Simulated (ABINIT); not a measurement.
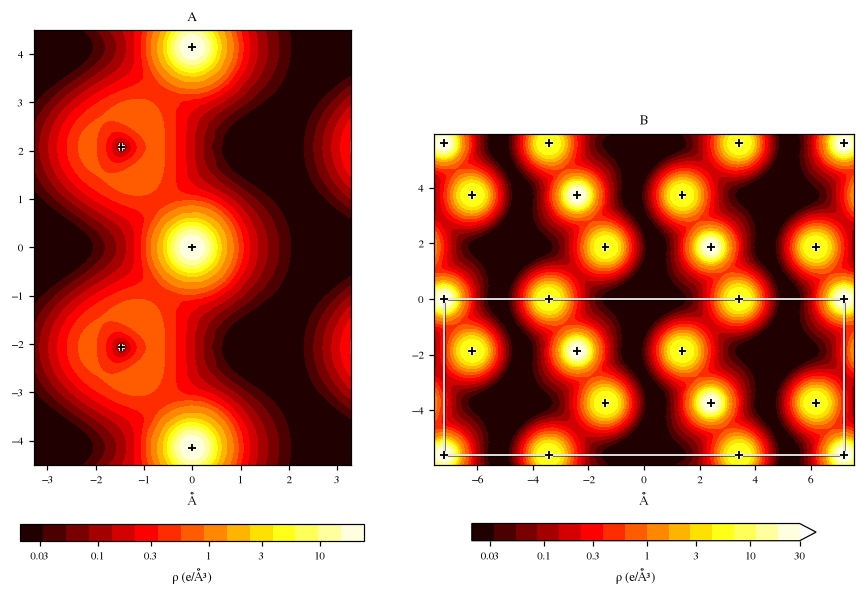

The valence charge density (pseudo) of 2 systems, each on a plane through atoms (crosses mark nuclei in the plane).

Computed with Kohn-Sham DFT of a periodic cell, TB-mBJ, JTH PAW LDA v2.0 (ABINIT 10.8.3).

System 1: InP, the (011) plane of the conventional cell. Space group F-43m.

```
CELL_PARAMETERS angstrom
5.86100 0.00000 0.00000
0.00000 0.00000 -5.86100
0.00000 5.86100 0.00000
ATOMIC_POSITIONS crystal
In 0.50000 0.50000 0.00000
In 0.00000 0.50000 0.50000
In 0.00000 0.00000 0.00000
In 0.50000 0.00000 0.50000
P 0.75000 0.75000 0.25000
P 0.25000 0.75000 0.75000
P 0.25000 0.25000 0.25000
P 0.75000 0.25000 0.75000
```

System 2: SnO2, the (110) plane of the conventional cell. Space group R-3m; a structure from a database of computed crystals, not necessarily the ambient phase.

```
Sn O
1.0
     3.23419    0.00000    0.00000
    -1.61709    2.80089    0.00000
     0.00000    0.00000   14.40178
Sn O
3 6
Cartesian
  0.0000 1.8673 2.4003
  0.0000 0.0000 7.2009
  1.6171 0.9336 12.0014
  1.6171 0.9336 1.3849
  0.0000 1.8673 6.1856
  0.0000 0.0000 10.9861
  0.0000 0.0000 3.4157
  1.6171 0.9336 8.2162
  0.0000 1.8673 13.0169
```

Question: Which map belongs to which system?

Answer: Panel A is system 1, InP: the plane holds In and P. In–P (2.54 Å): ρ at the midpoint is about 0.48 e/Å³. Panel B is system 2, SnO2: the plane holds Sn and O. Sn–O (2.13 Å): the density is about 0.58 e/Å³ at the midpoint.
